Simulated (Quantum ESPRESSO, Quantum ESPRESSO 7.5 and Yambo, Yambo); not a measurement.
# Quasiparticle gap of BAs (F-43m) in Yambo

How does a plane-wave GW calculation on BAs (F-43m) run from the first input to the gap?

Main program and level: Quantum ESPRESSO 7.5 and Yambo 5.3.0; PBE and many-body steps on it, plane waves.

**The experiments to reproduce.**

- Gap 4.12 eV: direct gap from square of absorption coefficient, average of two samples; spectroscopic ellipsometry; 300 K; bulk crystal (CVT-grown opaque bulk crystals) (“Optical properties of cubic boron arsenide”, 2019, arxiv:1911.04914).

- Gap 2.02 eV: indirect gap from square root of absorption coefficient, average of three samples; transmission and reflection spectroscopy; 300 K; bulk crystal (CVT-grown platelets about 10 um thick) (“Optical properties of cubic boron arsenide”, 2019, arxiv:1911.04914).

- Gap 1.82 eV: indirect optical gap from absorption edge; UV-visible absorption; 300 K; bulk crystal (single crystal grown by chemical vapor transport) (“Basic Physical Properties of Cubic Boron Arsenide”, 2019, arxiv:1911.11281).

Report form: the programs' logs are mostly left out.

### 1. The structure

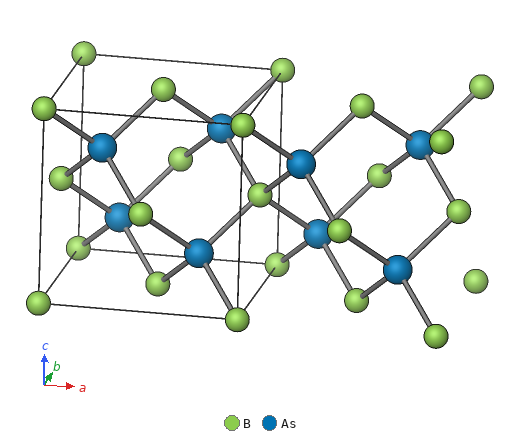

The starting structure, seen slightly off an axis (boron green, arsenic blue). 2×1×1 cells are drawn. This picture shows the conventional cell, with its axes. Bonds to atoms that aren't drawn are left out. Some periodic images of atoms are drawn too.

As a file:

```cif
data_structure
_symmetry_space_group_name_H-M 'F-43m'
_symmetry_Int_Tables_number 216
_cell_length_a 4.7770
_cell_length_b 4.7770
_cell_length_c 4.7770
_cell_angle_alpha 90.000
_cell_angle_beta 90.000
_cell_angle_gamma 90.000
_cell_volume 109.01
loop_
_atom_site_label
_atom_site_type_symbol
_atom_site_symmetry_multiplicity
_atom_site_Wyckoff_symbol
_atom_site_fract_x
_atom_site_fract_y
_atom_site_fract_z
_atom_site_occupancy
B1 B 4 a 0.00000 0.00000 0.00000 1
As1 As 4 d 0.25000 0.25000 0.75000 1
```

The cell and positions come from the Crystallography Open Database and are kept as given unless a step says otherwise.

### 2. Ground state

This step: Quantum ESPRESSO 7.5; DFT, PBE, plane waves, norm-conserving pseudopotentials.

The ground-state density comes first.

Contents of pw.in:

```
&control
  calculation = 'scf'
  prefix = 'x'
  outdir = 'o'
  pseudo_dir = 'pseudo'
/
&system
  ibrav = 0
  nat = 2
  ntyp = 2
  ecutwfc = 76.0
  nbnd = 14
  force_symmorphic = .true.
/
&electrons
  conv_thr = 1e-10
  electron_maxstep = 80
  mixing_beta = 0.5
/
ATOMIC_SPECIES
  B 10.81 B.upf
  As 74.922 As.upf
CELL_PARAMETERS angstrom
  -0.0000000000 2.3885000000 2.3885000000
  2.3885000000 -0.0000000000 2.3885000000
  2.3885000000 2.3885000000 -0.0000000000
ATOMIC_POSITIONS crystal
  B 0.0000000000 0.0000000000 0.0000000000
  As 0.2500000000 0.2500000000 0.2500000000
K_POINTS automatic
  8 8 8 0 0 0
```

Launch:

```bash
> OMP_NUM_THREADS=1 mpirun -n 4 pw.x -nk 4 -in pw.in > pw.out
```

Elapsed: 4.4 s, on 4 MPI ranks of Arm Neoverse V1, shared host; peak memory 0.21 GiB; 17 s of CPU time.

Numbers from this step:

```
total energy               : -2966.2869 eV
gap                        : 1.209 eV
k of the valence top       : 0, 0, 0
k of the conduction bottom : 0, 0.375, 0.375
least direct gap           : 3.292 eV
```

The gap is indirect, with the least direct gap 2.08 eV higher.

### 3. Bands along the symmetry lines

The cheap functional maps the bands first; the places of the edges decide which points the dearer methods must see.

Contents of pw.in:

```
&control
  calculation = 'bands'
  prefix = 'x'
  outdir = 'o'
  pseudo_dir = 'pseudo'
/
&system
  ibrav = 0
  nat = 2
  ntyp = 2
  ecutwfc = 76.0
  nbnd = 15
  force_symmorphic = .true.
/
&electrons
  conv_thr = 1e-9
  electron_maxstep = 80
  diago_full_acc = .true.
  diago_thr_init = 5e-6
/
ATOMIC_SPECIES
  B 10.81 B.upf
  As 74.922 As.upf
CELL_PARAMETERS angstrom
  -0.0000000000 2.3885000000 2.3885000000
  2.3885000000 -0.0000000000 2.3885000000
  2.3885000000 2.3885000000 -0.0000000000
ATOMIC_POSITIONS crystal
  B 0.0000000000 0.0000000000 0.0000000000
  As 0.2500000000 0.2500000000 0.2500000000
K_POINTS crystal
  50
  0.00000000 0.00000000 0.00000000 1
  -0.06250000 -0.06250000 0.00000000 1
  -0.12500000 -0.12500000 0.00000000 1
  -0.18750000 -0.18750000 0.00000000 1
  -0.25000000 -0.25000000 0.00000000 1
  -0.31250000 -0.31250000 0.00000000 1
  -0.37500000 -0.37500000 0.00000000 1
  -0.43750000 -0.43750000 0.00000000 1
  -0.50000000 -0.50000000 0.00000000 1
  -0.48437500 -0.48437500 0.03125000 1
  -0.46875000 -0.46875000 0.06250000 1
  -0.45312500 -0.45312500 0.09375000 1
  -0.43750000 -0.43750000 0.12500000 1
  -0.42187500 -0.42187500 0.15625000 1
  -0.40625000 -0.40625000 0.18750000 1
  -0.39062500 -0.39062500 0.21875000 1
  -0.37500000 -0.37500000 0.25000000 1
  -0.37500000 0.00000000 0.37500000 1
  -0.32812500 0.00000000 0.32812500 1
  -0.28125000 0.00000000 0.28125000 1
  -0.23437500 0.00000000 0.23437500 1
  -0.18750000 0.00000000 0.18750000 1
  -0.14062500 0.00000000 0.14062500 1
  -0.09375000 0.00000000 0.09375000 1
  -0.04687500 0.00000000 0.04687500 1
  0.00000000 0.00000000 0.00000000 1
  0.00000000 0.00000000 0.06250000 1
  0.00000000 0.00000000 0.12500000 1
  0.00000000 0.00000000 0.18750000 1
  0.00000000 0.00000000 0.25000000 1
  0.00000000 0.00000000 0.31250000 1
  0.00000000 0.00000000 0.37500000 1
  0.00000000 0.00000000 0.43750000 1
  -0.00000000 -0.00000000 0.50000000 1
  -0.06250000 -0.03125000 0.46875000 1
  -0.12500000 -0.06250000 0.43750000 1
  -0.18750000 -0.09375000 0.40625000 1
  -0.25000000 -0.12500000 0.37500000 1
  -0.31250000 -0.15625000 0.34375000 1
  -0.37500000 -0.18750000 0.31250000 1
  -0.43750000 -0.21875000 0.28125000 1
  -0.50000000 -0.25000000 0.25000000 1
  -0.50000000 -0.28125000 0.21875000 1
  -0.50000000 -0.31250000 0.18750000 1
  -0.50000000 -0.34375000 0.15625000 1
  -0.50000000 -0.37500000 0.12500000 1
  -0.50000000 -0.40625000 0.09375000 1
  -0.50000000 -0.43750000 0.06250000 1
  -0.50000000 -0.46875000 0.03125000 1
  -0.50000000 -0.50000000 0.00000000 1
```

The job ended after 2.7 s (4 MPI ranks; peak memory 0.19 GiB).

This step gave:

```yaml
gap: 1.209 eV
k_of_the_valence_top: 0, 0, 0
k_of_the_conduction_bottom: -0.375, -0.375, 0
least_direct_gap: 3.292 eV
```

The gap is 1.209 eV, as in the run before at this level.

Electronic bands along the path, in eV, zero at the top of the highest filled band:

| point | band 6 | band 7 | band 8 | band 9 | band 10 | band 11 | band 12 | band 13 |
| --- | --- | --- | --- | --- | --- | --- | --- | --- |
| Γ | -15.40 | 0.00 | 0.00 | 0.00 | 3.29 | 3.29 | 3.29 | 4.69 |
| X | -11.22 | -8.51 | -4.07 | -4.07 | 1.45 | 1.46 | 11.39 | 11.39 |
| U | -11.26 | -8.13 | -5.94 | -3.48 | 2.06 | 5.57 | 9.24 | 9.78 |
| jump to K | -11.26 | -8.13 | -5.94 | -3.48 | 2.06 | 5.57 | 9.24 | 9.78 |
| Γ | -15.40 | 0.00 | 0.00 | 0.00 | 3.29 | 3.29 | 3.29 | 4.69 |
| L | -12.53 | -8.77 | -1.82 | -1.82 | 2.70 | 4.81 | 4.81 | 8.91 |
| W | -11.06 | -8.05 | -5.48 | -5.18 | 5.28 | 5.95 | 6.83 | 7.06 |
| X | -11.22 | -8.51 | -4.07 | -4.07 | 1.45 | 1.46 | 11.39 | 11.39 |

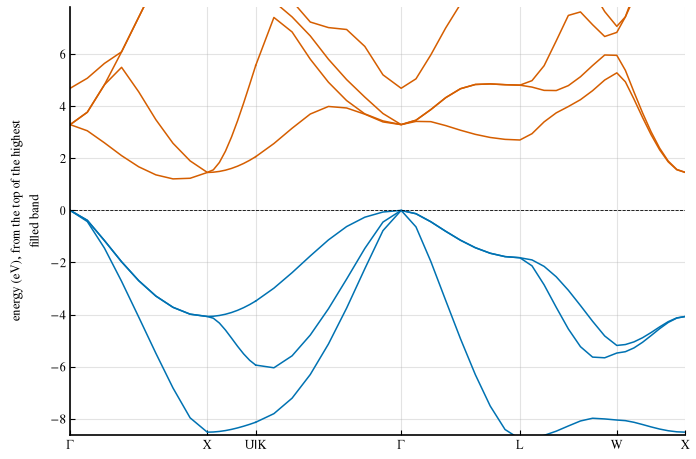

Electronic bands along the path; lines of filled and empty bands in two colours.

### 4. Empty states on the mesh, 6×6×6 mesh, 184 bands

The sums over transitions need many empty states on a uniform mesh; this step solves for them.

Contents of pw.in:

```
&control
  calculation = 'nscf'
  prefix = 'x'
  outdir = 'o'
  pseudo_dir = 'pseudo'
/
&system
  ibrav = 0
  nat = 2
  ntyp = 2
  ecutwfc = 76.0
  nbnd = 184
  force_symmorphic = .true.
/
&electrons
  conv_thr = 1e-9
  electron_maxstep = 80
  diago_full_acc = .true.
  diago_thr_init = 5e-6
/
ATOMIC_SPECIES
  B 10.81 B.upf
  As 74.922 As.upf
CELL_PARAMETERS angstrom
  -0.0000000000 2.3885000000 2.3885000000
  2.3885000000 -0.0000000000 2.3885000000
  2.3885000000 2.3885000000 -0.0000000000
ATOMIC_POSITIONS crystal
  B 0.0000000000 0.0000000000 0.0000000000
  As 0.2500000000 0.2500000000 0.2500000000
K_POINTS automatic
  6 6 6 0 0 0
```

Wall time 15 s (4 MPI ranks); peak memory 0.32 GiB.

This step gave:

* gap: 1.294 eV
* k of the valence top: 0, 0, 0
* k of the conduction bottom: 0, 0.3333, 0.3333
* least direct gap: 3.292 eV
* k points computed: 16
* lowest point of the top converged band, above the valence top: 183.1518 eV

On this mesh the gap is 1.294 eV. The earlier step found 1.209 eV, so this mesh misses an edge.

### 5. Conversion and set-up

This step: Yambo 5.3.0; conversion and set-up on PBE, plane waves, norm-conserving pseudopotentials.

The states are converted to the many-body program's format and the q mesh is built.

Launch:

```bash
> (cd o/x.save; p2y > p2y.log; mv SAVE ../..); yambo > setup.log
```

The job ended after 2.3 s (1 MPI rank; peak memory 0.24 GiB).

### 6. Screening and self-energy, 6×6×6 mesh, 184 bands, screening to 217.7 eV

G0W0 replaces the xc potential by the self-energy, built once from these orbitals. Only a window of levels is corrected, while the sums run over the empty bands that the input names.

This step: G0W0 on PBE, plane waves, norm-conserving pseudopotentials.

Contents of gw3.in:

```
HF_and_locXC
gw0
dyson
ppa
em1d
rim_cut
RandQpts= 1000000
RandGvec= 1 RL
EXXRLvcs= 76 Ry
VXCRLvcs= 304 Ry
Chimod= "HARTREE"
% BndsRnXp
 1 | 184 |
%
NGsBlkXp= 16 Ry
% LongDrXp
 1 | 1 | 1 |
%
% GbndRnge
 1 | 184 |
%
DysSolver= "n"
ExtendOut
PPAPntXp= 27.21138 eV
% QPkrange
 1 | 1 | 8 | 11 |
 10 | 10 | 8 | 11 |
%
```

Launch:

```bash
> OMP_NUM_THREADS=1 mpirun -n 4 yambo -F gw3.in -J gw3 -C gw3 > gw3.log
```

Wall time 6.9 min (4 MPI ranks); peak memory 1.8 GiB; 28 min of CPU time.

This step gave:

| Item | Value |
| --- | --- |
| G0W0 gap on the points computed | 2.207 eV |
| starting gap on the mesh | 1.294 eV |
| k of the valence top | 0, 0, 0 |
| k of the conduction bottom | 0, 0.3333, 0.3333 |
| least direct G0W0 gap on the computed points | 4.122 eV |
| Z at the valence top | 0.8051 |
| Z at the conduction bottom | 0.8145 |

The gap on the mesh goes from 1.29 eV to 2.21 eV, a correction of +0.91 eV. The start differs from the 1.21 eV found before because the two sample other k points.

Limits: finite bands, cutoff and mesh; exchange with frozen shells missing; no spin-orbit coupling. v1 is the top filled band, c1 the lowest empty one. Levels before and after the correction, in eV, zero at the valence-band top of each column:

|  | conduction bottom | valence top |
| --- | --- | --- |
| Kohn-Sham | 1.29 | 0.00 |
| G0W0 | 2.21 | 0.00 |

|  | level | energy (eV) |
| --- | --- | --- |
| Kohn-Sham | Γ v2-v1 | 0.000 |
| Kohn-Sham | Γ c1-c2 | 3.292 |
| Kohn-Sham | (0 0.333 0.333) v2-v1 | -3.451 |
| Kohn-Sham | (0 0.333 0.333) c1 | 1.294 |
| Kohn-Sham | (0 0.333 0.333) c2 | 3.157 |
| G0W0 | Γ v2-v1 | 0.000 |
| G0W0 | Γ c1-c2 | 4.122 |
| G0W0 | (0 0.333 0.333) v2-v1 | -3.672 |
| G0W0 | (0 0.333 0.333) c1 | 2.207 |
| G0W0 | (0 0.333 0.333) c2 | 4.135 |

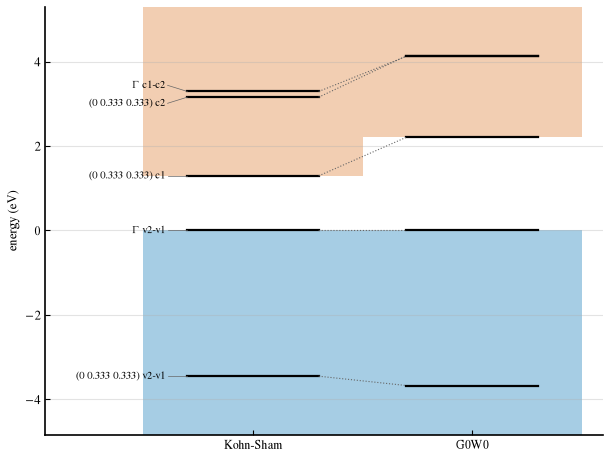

Levels before and after the correction. Shaded: valence and conduction bands.

### 7. Where the time went

Times are wall times on the hardware named with each run, good to a factor of about two.

| step | time | share | memory (GiB) |
| --- | --- | --- | --- |
| ground state | 4.4 s | 1 % | 0.21 |
| bands along the symmetry lines | 2.7 s | 1 % | 0.19 |
| empty states on the mesh | 15 s | 3 % | 0.32 |
| conversion and set-up | 2.3 s | 1 % | 0.24 |
| screening and self-energy | 6.9 min | 95 % | 1.8 |

### 8. Results

```json
{"PBE gap": "1.21 eV, indirect", "G0W0 gap on the mesh": "2.21 eV", "G0W0 gap over the zone (rigid shift)": "2.12 eV", "GW settings": "6×6×6 mesh, 184 bands, screening to 217.7 eV, Godby-Needs plasmon pole", "known limits": "not at the basis limit; exchange with frozen shells missing; no spin-orbit coupling"}
```

What this shows: G0W0 moves the gap on the mesh from 1.29 eV to 2.21 eV (+0.91 eV), with Z of 0.81 and 0.81 at the edges. The mesh misses the band edges by 0.08 eV in all; a rigid shift gives 2.12 eV for the zone. Only 2 of the mesh's irreducible points were corrected, so a valley elsewhere could overtake. The dearest step here is «screening and self-energy». Against experiment, by G0W0@PBE: the direct gap of 4.12 eV lies +0.002 eV from the measured 4.12 eV (direct, 300 K, 2019); the gap of 2.12 eV lies +0.10 eV from the measured 2.02 eV (indirect, 300 K, 2019); the gap of 2.12 eV lies +0.30 eV from the measured 1.82 eV (indirect, 300 K, 2019). An exciton line or allowed optical edge lies below the quasiparticle gap by the binding energy; a forbidden edge can push the onset above it. The calculation has static nuclei and no excitons; a measured gap holds zero-point and thermal motion, which mostly lowers it. Bands and cutoff are finite, so the gap is not at the basis limit. The miss can reach some tenths of an eV and take either sign; the mesh is an error of its own. In the G0W0 run levels were corrected at 2 k points alone, so a gap called «on the mesh» is the least over those, and an edge elsewhere would be missed. A denser mesh or path gives a starting gap of 1.21 eV: the GW mesh misses a band edge, so its gaps are not the fundamental one. The norm-conserving file of at least one element keeps a d shell over frozen s and p shells of the same row. Exchange with those shells is missing from the self-energy, an error of 0.3 to 0.9 eV in cases checked, whose sign depends on which edge lies on those atoms. The many-body steps are scalar-relativistic: spin-orbit coupling is not in them.

[Paths, hosts, dates, memory and timing lines, banners, echoed tables and standing remarks are left out of the program output.]

[Logs are printed without paths, hosts, clocks, repeated set-up lines and the standing remarks that a program may print on its own settings, such as how far it seeks lower states.]

[Runs of the session that timed out or met a known fault of the program may be left out.]

[Hosts, paths, dates, database ids (printed as entryN), source tags and the programs' standing remarks are cut or masked in the printed files.]
